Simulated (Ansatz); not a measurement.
## Run report: Zn16Se15 (charge +2), geometry relaxation (part 1 of 3)

System: Zn16Se15 (defect cell, 31 atoms in the cell, total charge +2).
Method: DFT PBE, scalar-relativistic, plane waves, PAW, no spin polarisation (Ansatz 0.2.0).

The structure derives from a Materials Project entry. It belongs to a series of runs on one base structure; here: Se vacancy (site c), charge +2, atoms relaxed at the host's cell.

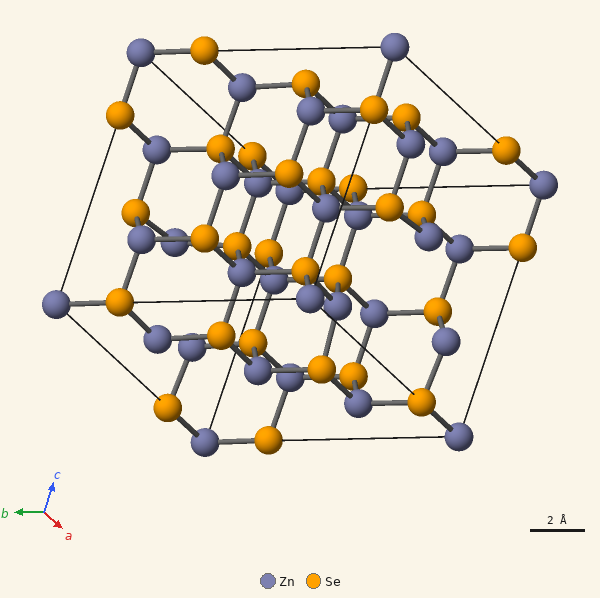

*The structure as given in the input (ball-and-stick view of the cell of the calculation, seen at an oblique angle). An atom can appear more than once, as a periodic image.*

## The input
```yaml
crystal:
  lattice:
    - [-5.7317611754, 5.7317611754, -5.7317611754]
    - [5.7317611754, -5.7317611754, -5.7317611754]
    - [-5.7317611754, -5.7317611754, 5.7317611754]
  atoms:
    - { symbol: Zn, position: [0.5, 0.2688704686, 0.25] }
    - { symbol: Zn, position: [0.2506919721, 0.2518926131, 0.5018926131] }
    - { symbol: Zn, position: [0.001200641, 0.2493080279, 0.751200641] }
    - { symbol: Zn, position: [0.7688704686, 0.0, 0.25] }
    - { symbol: Zn, position: [0.7518926131, 0.2518926131, 0.0006919721] }
    - { symbol: Zn, position: [0.5, 0.0, 0.5188704686] }
    - { symbol: Zn, position: [0.2481073869, 0.0, 0.748799359] }
    - { symbol: Zn, position: [-0.001200641, 0.7481073869, 0.25] }
    - { symbol: Zn, position: [0.998799359, 1.0, 0.9981073869] }
    - { symbol: Zn, position: [0.7518926131, 0.7506919721, 0.5018926131] }
    - { symbol: Zn, position: [0.5, 0.7481073869, 0.748799359] }
    - { symbol: Zn, position: [0.2481073869, 0.498799359, 0.25] }
    - { symbol: Zn, position: [0.2311295314, 0.7311295314, -0.0188704686] }
    - { symbol: Zn, position: [0.001200641, 0.501200641, 0.4993080279] }
    - { symbol: Zn, position: [0.7493080279, 0.501200641, 0.751200641] }
    - { symbol: Zn, position: [0.5, 0.498799359, -0.0018926131] }
    - { symbol: Se, position: [0.2479843362, 0.0, 0.4980856002] }
    - { symbol: Se, position: [0.0, 0.0, 0.75] }
    - { symbol: Se, position: [0.7480856002, 0.7479843362, 0.25] }
    - { symbol: Se, position: [0.7480856002, 0.0, -0.0020156638] }
    - { symbol: Se, position: [0.5, 0.7479843362, 0.4980856002] }
    - { symbol: Se, position: [0.2519143998, 0.7519143998, 0.749898736] }
    - { symbol: Se, position: [0.0, 0.5, 0.25] }
    - { symbol: Se, position: [-0.000101264, 0.7519143998, 0.0019143998] }
    - { symbol: Se, position: [0.7520156638, 0.500101264, 0.5020156638] }
    - { symbol: Se, position: [0.5, 0.5, 0.75] }
    - { symbol: Se, position: [0.2479843362, 0.2480856002, 0.25] }
    - { symbol: Se, position: [0.2519143998, 0.499898736, 0.0019143998] }
    - { symbol: Se, position: [0.000101264, 0.2520156638, 0.5020156638] }
    - { symbol: Se, position: [0.7520156638, 0.2520156638, 0.750101264] }
    - { symbol: Se, position: [0.5, 0.2480856002, -0.0020156638] }
  host:
    lattice:
      - [0.0, 2.8658805877, 2.8658805877]
      - [2.8658805877, 0.0, 2.8658805877]
      - [2.8658805877, 2.8658805877, 0.0]
    atoms:
      - { symbol: Zn, position: [0.0, 0.0, 0.0] }
      - { symbol: Se, position: [0.75, 0.75, 0.75] }
total_charge: 2
basis:
  ecutwfc: 420
  xc_grid: 2
kpoints:
  mp_grid: { grid: [2, 2, 2], shift: [0.5, 0.5, 0.5] }
hamiltonian:
  xc: pbe
scf:
  occupations: { method: gaussian, width: 0.01 }
output:
  forces: true
  stress: false
  eigenvalues: true
  charged_corrections:
    defect_position: [0.5, 0.0, 0.25]
    epsilon: [[10.789, 0.0, 0.0], [0.0, 10.789, 0.0], [0.0, 0.0, 10.789]]
  write_density: true
  write_potential: true
  elf: true
  volumetric_format: npy
relax:
  adjacent_minimum: "off"
  f_tol: 0.025
  max_steps: 45
```

Hardware: 4 threads of Intel Xeon @ 2.50GHz (Skylake/Cascade Lake), 189 GiB of memory available, shared host.

Command:
```bash
ansatz run input.yaml --threads 4 --pin off --max-ram 10240MiB --backend cpu --events-out ev --progress --plain --runs-dir out
```

## The program's output
```
Engine: ansatz 0.2.0, x86_64-unknown-linux-gnu
Pseudopotentials: kind: paw
Pseudopotential: Zn, paw, valence charge 12, recommended cutoff 420 eV (normal), Zn.paw.azcp
Pseudopotential: Se, paw, valence charge 16, recommended cutoff 420 eV (normal), Se.paw.azcp
Functional definition: PBE
  parameter kappa = 0.804
  parameter beta = 0.06672455060314922
  exchange = pbe_x(kappa = kappa, mu = beta*pi^2/3)
  correlation = pbe_c(beta = beta)
Crystal: 31 atoms, lattice volume = 753.224 Å³
Basis set: ecut = 420 eV, 14771 PW (Γ), exchange–correlation on 144×144×144 points (8 copies of the dense FFT grid, shifted against one another)
Bands: 258, of which v1, the nominal top of the filled ones, is band 215 counted from 1 (214 counted from 0)
Symmetry: 24 space group operations
Space group: I-43m (ITA 217), of the structure as read, at distance tolerance 9.1e-5 Å
k-points: 2 of 8 (time reversal used)
Non-local potential: Zn, projectors of the file, l = 0: 2, l = 1: 2, l = 2: 3, l = 3: 1
Non-local potential: Se, projectors of the file, l = 0: 2, l = 1: 2, l = 2: 3, l = 3: 1
PAW form: soft (Blöchl's): semilocal exchange-correlation on the pseudo side does not see the compensation charge
PAW one-centre angular grid: Zn, 590 points (default); XC on 64 Gauss nodes
PAW one-centre angular grid: Se, 590 points (default); XC on 64 Gauss nodes
Initial density: superposition of atomic densities (neutral atoms scaled as one to the charged cell's electrons: chi_scale 0, normalization atom), corrected by the library's trained network
Initial wavefunctions: pseudopotential atomic-orbital guess
Functional: x = pbe(κ = 0.804, μ = 0.2195149727645171), c = pbe(β = 0.06672455060314922)
SCF iter   1: F=—  HF=-135175.093539 eV  |F-HF|=—  |Δ(HF+E_count)|=         —  Δρ=2.09e-2  dr2=3.18e0  ethr=1.77e-3  ⟨swp⟩=6.0  Hψ=2015  notcnv=0  defer=1
preconditioner: auto → Resta (q_TF=auto, 2.485 Å⁻¹)  ε∞=5.2  [insulator: Δε(μ)=2.092 eV  Ē_g=11.014 eV  σ=0.010 eV  W_gap=1.00  n_scr=200 (ndim 8)  ℏωp=22.6 eV  f_vac=0.147  D(μ)=0.00/eV (n_scr^D=0)  ε∞_Penn≈5.2]
SCF iter   2: F=—  HF=-135174.165466 eV  |F-HF|=—  |Δ(HF+E_count)|=   9.28e-1  Δρ=5.93e-3  dr2=5.76e-1  ethr=7.40e-4  ⟨swp⟩=2.0  Hψ=852  notcnv=0  defer=78
SCF iter   3: F=—  HF=-135173.944586 eV  |F-HF|=—  |Δ(HF+E_count)|=   2.21e-1  Δρ=4.58e-3  dr2=2.42e-1  ethr=1.34e-4  ⟨swp⟩=2.0  Hψ=696  notcnv=0  defer=78
SCF iter   4: F=—  HF=-135173.874167 eV  |F-HF|=—  |Δ(HF+E_count)|=   7.04e-2  Δρ=1.97e-3  dr2=3.44e-2  ethr=5.64e-5  ⟨swp⟩=3.0  Hψ=702  notcnv=0  defer=78
SCF iter   5: F=—  HF=-135173.882463 eV  |F-HF|=—  |Δ(HF+E_count)|=   8.30e-3  Δρ=5.53e-4  dr2=5.72e-3  ethr=8.00e-6  ⟨swp⟩=2.5  Hψ=860  notcnv=0  defer=78
SCF iter   6: F=—  HF=-135173.883445 eV  |F-HF|=—  |Δ(HF+E_count)|=   9.82e-4  Δρ=3.21e-4  dr2=1.40e-3  ethr=1.33e-6  ⟨swp⟩=2.0  Hψ=876  notcnv=0  defer=78
SCF iter   7: F=—  HF=-135173.885294 eV  |F-HF|=—  |Δ(HF+E_count)|=   1.85e-3  Δρ=3.53e-4  dr2=6.14e-4  ethr=3.25e-7  ⟨swp⟩=2.0  Hψ=696  notcnv=0  defer=78
SCF iter   8: F=—  HF=-135173.885250 eV  |F-HF|=—  |Δ(HF+E_count)|=   4.44e-5  Δρ=9.22e-5  dr2=7.65e-5  ethr=1.43e-7  ⟨swp⟩=2.0  Hψ=696  notcnv=0  defer=78
SCF iter   9: F=-135173.885323 eV  HF=-135173.885303 eV  |F-HF|=2.00e-5  |Δ(HF+E_count)|=   5.34e-5  Δρ=2.37e-5  dr2=6.78e-6  ethr=3.63e-9  ⟨swp⟩=13.0  Hψ=4559  notcnv=0
SCF 1 converged in 9 iterations: F = -135173.885323 eV  dr2 = 6.78e-6
  greatest PAW one-centre occupation: 1.000 electrons in one spin orbital (limit 2), on the Se atom at site 29 (counted from 0), in its partial waves of l = 2
relax step   1: F+E_penalty+E_count = -135173.88532341 eV  Δ(F+E_penalty+E_count) = +0.000e0 eV  max|allowed force component| = 5.098e-1 eV/Å  Δτ_max = 0.0000 Å  (9 SCF iters, dr2 threshold 1.56e-5 eV, accepted)
Initial density: handed on by an earlier stage of this run
Initial wavefunctions: those handed on with the density
iter 1 solved again at ethr=1.50e-4 eV; its pass at ethr=3.10e-3 eV (dr2=6.44e-1 eV) is discarded
SCF iter   1: F=—  HF=-135174.647703 eV  |F-HF|=—  |Δ(HF+E_count)|=         —  Δρ=1.24e-2  dr2=6.53e-1  ethr=1.50e-4  ⟨swp⟩=1.0  Hψ=1711  notcnv=0  defer=73
preconditioner: auto → Resta (q_TF=auto, 2.485 Å⁻¹)  ε∞=5.5  [insulator: Δε(μ)=2.414 eV  Ē_g=10.704 eV  σ=0.010 eV  W_gap=1.00  n_scr=200 (ndim 8)  ℏωp=22.6 eV  f_vac=0.161  D(μ)=0.00/eV (n_scr^D=0)  ε∞_Penn≈5.5]
SCF iter   2: F=—  HF=-135174.417407 eV  |F-HF|=—  |Δ(HF+E_count)|=   2.30e-1  Δρ=5.34e-3  dr2=1.20e-1  ethr=1.50e-4  ⟨swp⟩=2.5  Hψ=703  notcnv=0  defer=73
SCF iter   3: F=—  HF=-135174.379983 eV  |F-HF|=—  |Δ(HF+E_count)|=   3.74e-2  Δρ=1.92e-3  dr2=1.47e-2  ethr=2.80e-5  ⟨swp⟩=3.0  Hψ=862  notcnv=0  defer=77
SCF iter   4: F=—  HF=-135174.371625 eV  |F-HF|=—  |Δ(HF+E_count)|=   8.36e-3  Δρ=4.45e-4  dr2=2.46e-3  ethr=3.42e-6  ⟨swp⟩=2.0  Hψ=698  notcnv=0  defer=77
SCF iter   5: F=—  HF=-135174.372855 eV  |F-HF|=—  |Δ(HF+E_count)|=   1.23e-3  Δρ=1.21e-4  dr2=3.46e-4  ethr=5.71e-7  ⟨swp⟩=2.0  Hψ=710  notcnv=0  defer=77
SCF iter   6: F=—  HF=-135174.373012 eV  |F-HF|=—  |Δ(HF+E_count)|=   1.58e-4  Δρ=9.40e-5  dr2=9.89e-5  ethr=8.04e-8  ⟨swp⟩=2.0  Hψ=870  notcnv=0  defer=77
SCF iter   7: F=—  HF=-135174.373058 eV  |F-HF|=—  |Δ(HF+E_count)|=   4.57e-5  Δρ=6.78e-5  dr2=3.49e-5  ethr=2.30e-8  ⟨swp⟩=2.0  Hψ=870  notcnv=0  defer=77
SCF iter   8: F=-135174.373076 eV  HF=-135174.373072 eV  |F-HF|=3.77e-6  |Δ(HF+E_count)|=   1.40e-5  Δρ=2.55e-5  dr2=6.13e-6  ethr=3.78e-9  ⟨swp⟩=16.0  Hψ=5042  notcnv=0
SCF 2 converged in 8 iterations: F = -135174.373076 eV  dr2 = 6.13e-6
  greatest PAW one-centre occupation: 1.000 electrons in one spin orbital (limit 2), on the Se atom at site 21 (counted from 0), in its partial waves of l = 2
relax step   2: F+E_penalty+E_count = -135174.37307591 eV  Δ(F+E_penalty+E_count) = -4.878e-1 eV  max|allowed force component| = 2.386e-1 eV/Å  Δτ_max = 0.1970 Å  (8 SCF iters, dr2 threshold 1.62e-5 eV, accepted)
SCF iter   1: F=—  HF=-135174.797573 eV  |F-HF|=—  |Δ(HF+E_count)|=         —  Δρ=1.22e-2  dr2=5.94e-1  ethr=1.56e-3  ⟨swp⟩=5.0  Hψ=1137  notcnv=0  defer=49
preconditioner: auto → Resta (q_TF=auto, 2.485 Å⁻¹)  ε∞=5.4  [insulator: Δε(μ)=2.799 eV  Ē_g=10.741 eV  σ=0.010 eV  W_gap=1.00  n_scr=200 (ndim 8)  ℏωp=22.6 eV  f_vac=0.162  D(μ)=0.00/eV (n_scr^D=0)  ε∞_Penn≈5.4]
SCF iter   2: F=—  HF=-135174.581171 eV  |F-HF|=—  |Δ(HF+E_count)|=   2.16e-1  Δρ=5.38e-3  dr2=1.17e-1  ethr=1.38e-4  ⟨swp⟩=2.0  Hψ=855  notcnv=0  defer=75
SCF iter   3: F=—  HF=-135174.545919 eV  |F-HF|=—  |Δ(HF+E_count)|=   3.53e-2  Δρ=1.98e-3  dr2=1.66e-2  ethr=2.71e-5  ⟨swp⟩=3.0  Hψ=713  notcnv=0  defer=75
SCF iter   4: F=—  HF=-135174.536815 eV  |F-HF|=—  |Δ(HF+E_count)|=   9.10e-3  Δρ=4.32e-4  dr2=2.57e-3  ethr=3.87e-6  ⟨swp⟩=2.0  Hψ=702  notcnv=0  defer=75
SCF iter   5: F=—  HF=-135174.537556 eV  |F-HF|=—  |Δ(HF+E_count)|=   7.42e-4  Δρ=1.27e-4  dr2=4.07e-4  ethr=5.98e-7  ⟨swp⟩=2.0  Hψ=855  notcnv=0  defer=75
SCF iter   6: F=—  HF=-135174.537498 eV  |F-HF|=—  |Δ(HF+E_count)|=   5.80e-5  Δρ=1.03e-4  dr2=1.03e-4  ethr=9.47e-8  ⟨swp⟩=2.0  Hψ=759  notcnv=0  defer=75
SCF iter   7: F=—  HF=-135174.537484 eV  |F-HF|=—  |Δ(HF+E_count)|=   1.44e-5  Δρ=7.81e-5  dr2=4.12e-5  ethr=2.40e-8  ⟨swp⟩=2.0  Hψ=753  notcnv=0  defer=75
SCF iter   8: F=—  HF=-135174.537475 eV  |F-HF|=—  |Δ(HF+E_count)|=   9.18e-6  Δρ=1.65e-5  dr2=4.20e-6  ethr=9.57e-9  ⟨swp⟩=2.0  Hψ=691  notcnv=0  defer=75
SCF iter   9: F=-135174.537479 eV  HF=-135174.537478 eV  |F-HF|=1.47e-6  |Δ(HF+E_count)|=   3.03e-6  Δρ=7.84e-6  dr2=6.28e-7  ethr=8.27e-10  ⟨swp⟩=15.0  Hψ=4931  notcnv=0
SCF 3 converged in 9 iterations: F = -135174.537479 eV  dr2 = 6.28e-7
  greatest PAW one-centre occupation: 1.000 electrons in one spin orbital (limit 2), on the Se atom at site 22 (counted from 0), in its partial waves of l = 2
relax step   3: F+E_penalty+E_count = -135174.53747929 eV  Δ(F+E_penalty+E_count) = -1.644e-1 eV  max|allowed force component| = 2.513e-2 eV/Å  Δτ_max = 0.1941 Å  (9 SCF iters, dr2 threshold 3.56e-6 eV, accepted)
SCF iter   1: F=—  HF=-135174.539802 eV  |F-HF|=—  |Δ(HF+E_count)|=         —  Δρ=7.86e-4  dr2=2.42e-3  ethr=1.32e-5  ⟨swp⟩=3.0  Hψ=905  notcnv=0  defer=75
preconditioner: auto → Resta (q_TF=auto, 2.485 Å⁻¹)  ε∞=5.5  [insulator: Δε(μ)=2.782 eV  Ē_g=10.706 eV  σ=0.010 eV  W_gap=1.00  n_scr=200 (ndim 8)  ℏωp=22.6 eV  f_vac=0.164  D(μ)=0.00/eV (n_scr^D=0)  ε∞_Penn≈5.5]
SCF iter   2: F=—  HF=-135174.539182 eV  |F-HF|=—  |Δ(HF+E_count)|=   6.21e-4  Δρ=3.86e-4  dr2=4.95e-4  ethr=5.64e-7  ⟨swp⟩=2.5  Hψ=858  notcnv=0  defer=75
SCF iter   3: F=—  HF=-135174.539099 eV  |F-HF|=—  |Δ(HF+E_count)|=   8.24e-5  Δρ=7.85e-5  dr2=2.81e-5  ethr=1.15e-7  ⟨swp⟩=2.0  Hψ=717  notcnv=0  defer=75
SCF iter   4: F=—  HF=-135174.538941 eV  |F-HF|=—  |Δ(HF+E_count)|=   1.58e-4  Δρ=4.47e-5  dr2=9.97e-6  ethr=6.54e-9  ⟨swp⟩=2.0  Hψ=691  notcnv=0  defer=75
SCF iter   5: F=—  HF=-135174.538940 eV  |F-HF|=—  |Δ(HF+E_count)|=   1.52e-6  Δρ=1.24e-5  dr2=9.57e-7  ethr=2.32e-9  ⟨swp⟩=2.0  Hψ=684  notcnv=0  defer=75
SCF iter   6: F=-135174.538940 eV  HF=-135174.538940 eV  |F-HF|=4.35e-8  |Δ(HF+E_count)|=   3.19e-7  Δρ=2.38e-6  dr2=6.41e-8  ethr=2.33e-11  ⟨swp⟩=11.5  Hψ=3865  notcnv=0
SCF 4 converged in 6 iterations: F = -135174.538940 eV  dr2 = 6.41e-8
relax step   4: F+E_penalty+E_count = -135174.53894006 eV  Δ(F+E_penalty+E_count) = -1.461e-3 eV  max|allowed force component| = 1.213e-2 eV/Å  Δτ_max = 0.0098 Å  (6 SCF iters, accepted)
```

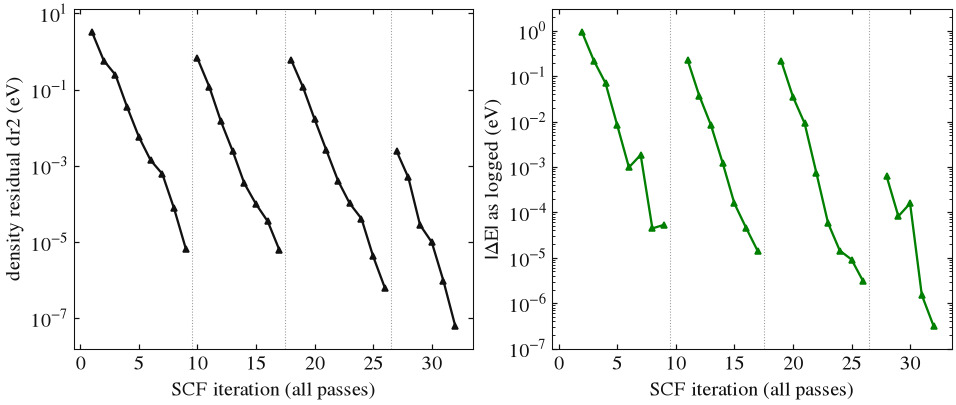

*Convergence of the self-consistent field: density residual dr2 and size of the energy change against the SCF iteration. The dotted lines part the SCF passes of the relaxation: geometry steps, rejected trials and re-solves on a re-selected basis.*

The passes take 9, 8, 9 and 6 iterations.

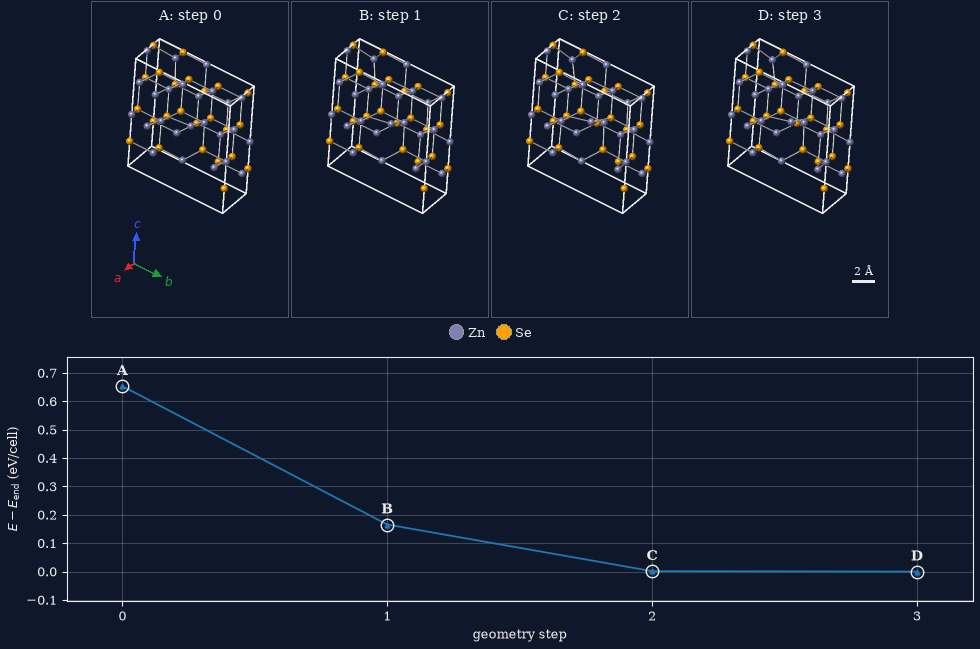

*Frames of the relaxation (ball-and-stick view of the cell of the calculation (origin shifted), seen slightly off an axis) above the curves, on which the letters mark them (the first geometry is step 0 here and step 1 in the log).*
